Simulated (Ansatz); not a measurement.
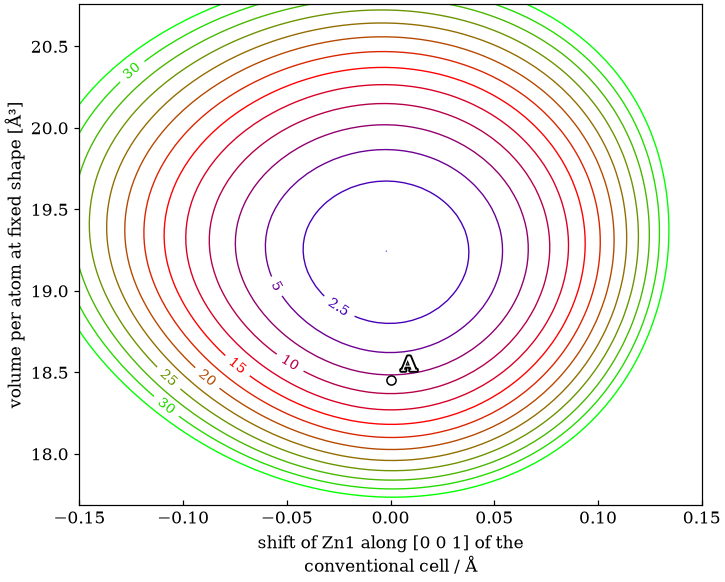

ZnS (P6_3mc, No. 186; 4 atoms in the cell). The energy is mapped over a free internal coordinate and the cell. First axis: shift of Zn1 along [0 0 1] of the conventional cell, Cartesian (0 0 1), its symmetry partners moved as symmetry demands (measured in the relaxed cell). Second axis: volume per atom at fixed shape. Nothing is relaxed (all other coordinates fixed). Grid: 5 × 5 points. Points are written as (first, second). All energies are given in meV/atom relative to the lowest grid point. Level of theory: DFT PBEsol, scalar-relativistic, plane waves, PAW (Ansatz 0.2.0). Settings: cutoff 520 eV, k-mesh 9×9×6 in the order of the run's cell vectors, gaussian smearing 0.05 eV, no spin polarisation.

In the figure: contour lines labelled in meV/atom (none above 32.5), the point A. Between grid points the surface is interpolated.

Question: Which way does the force act at A, and how strong is it?

Answer: A, at (0.000 Å, 18.45 Å³), is not a stationary point. The computed force is 5.4 meV/atom for each Å towards larger values of the first coordinate and 22 meV/atom for each Å³ towards larger values of volume per atom at fixed shape.
